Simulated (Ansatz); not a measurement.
## Electronic structure of RbBr in real space

Input file:

```
crystal:
  lattice:
    - [4.2607112023, 0.0, 0.0]
    - [0.0, 4.2607112023, 0.0]
    - [0.0, 0.0, 4.2607112023]
  atoms:
    - { symbol: Rb, position: [0.0, 0.0, 0.0] }
    - { symbol: Br, position: [0.5, 0.5, 0.5] }
basis:
  ecutwfc: 420
kpoints:
  mp_grid: { grid: [6, 6, 6] }
hamiltonian:
  xc: pbe
scf:
  occupations: { method: gaussian, width: 0.02 }
output:
  forces: true
  stress: true
  eigenvalues: true
  write_density: true
  write_potential: true
  elf: true
  volumetric_format: npy
```

Command:

```sh
ansatz run input.yaml --threads 1 --pin off --max-ram 1331MiB --backend cpu --events-out ev --progress --plain --runs-dir out
```

Below, planes, directions and counts refer to the conventional cell (a = 4.26 Å, b = 4.26 Å, c = 4.26 Å, α = 90.00°, β = 90.00°, γ = 90.00°).

Space group Pm-3m; a structure from a database of computed crystals, not necessarily the ambient phase; changed on purpose from its base cell (strained and moved within a subgroup).

Theory: DFT PBE, scalar-relativistic, plane waves, PAW (Ansatz).

In a PAW calculation such maps are meaningful between the atoms, not at the nuclei.

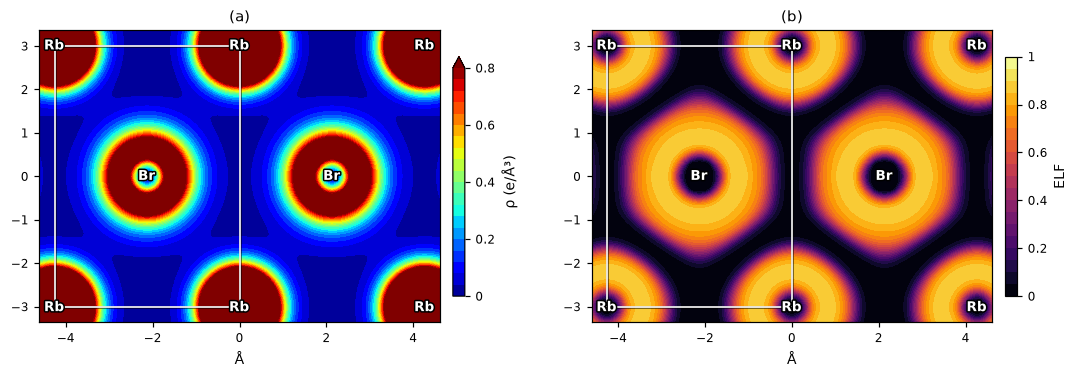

Figure 1. (a) valence electron density; (b) ELF on the (101̄) plane of the conventional cell.

Interpret the plot.

- The plane passes through Rb and Br nuclei.
- Rb–Br (3.69 Å): ρ at the midpoint is about 0.05 e/Å³; the ELF is about 0.05 at the midpoint; a largely ionic contact.
- Between the atoms the lowest density in this plane is 0.009 e/Å³.
- The features right at Rb lie inside the PAW spheres, where the map follows smoothed inner orbitals and isn't to be read closely.

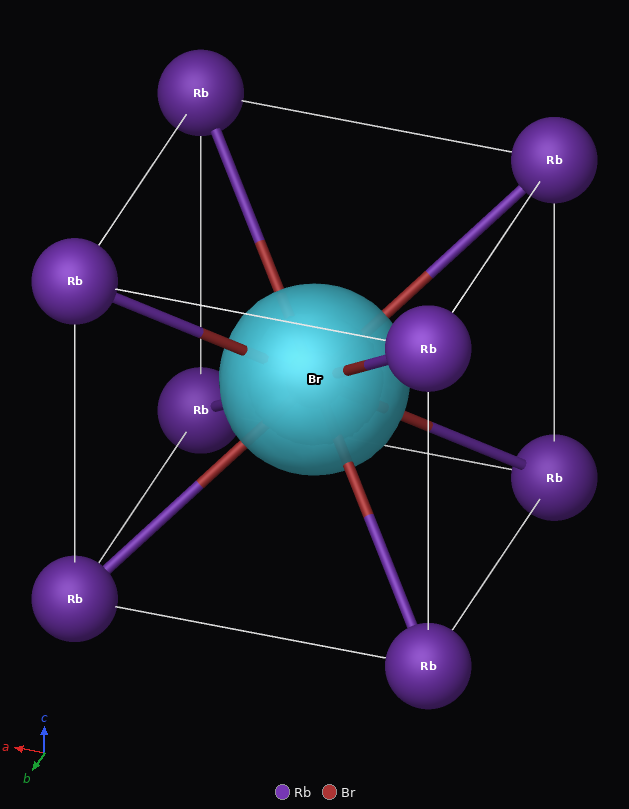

Figure 2. Isosurface of the electron localisation function at 0.85 (cyan), seen at an oblique angle. Core shells and regions of very low density are left out. Sticks mark near contacts.

What do the ELF domains correspond to?

At this value the surface marks out one region wrapped around Br (its valence shell), counted in one cell of 2 atoms. Any copies at cell faces, edges or corners count once.

Does the calculation give a band gap?

It is gapped, with a Kohn–Sham gap of 3.8 eV on the k-point mesh (the band edges may lie off the mesh, which would make the gap smaller).
